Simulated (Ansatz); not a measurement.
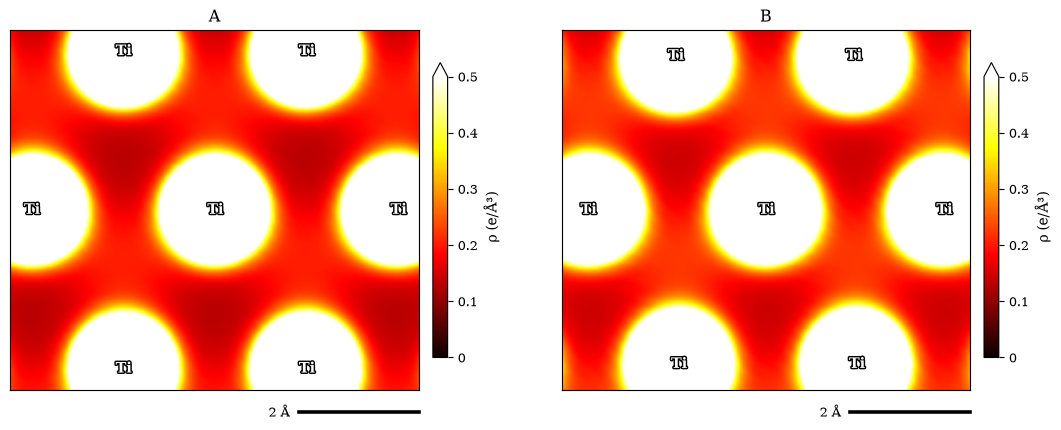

Ti. The valence electron density of two cells that differ in size and shape, on the (001) plane of each (indices in the axes of the calculation cell), at one length scale and on one colour scale; one has 17.7 and the other 18.7 Å³ an atom.

Theory: DFT, PBE, PAW with Ansatz's default frozen-core files, scalar-relativistic in Ansatz 0.2.0.

In a PAW calculation such maps are meaningful between the atoms, not at the nuclei.

### Which is the denser cell? Describe the effect of the change.

Panel B is the smaller cell, by 6 % in volume. From the larger cell to the smaller, Ti–Ti goes from 3.04 to 2.96 Å, and the density at its midpoint from 0.17 to 0.18 e/Å³; the pressure goes from −7 to −1.6 GPa.
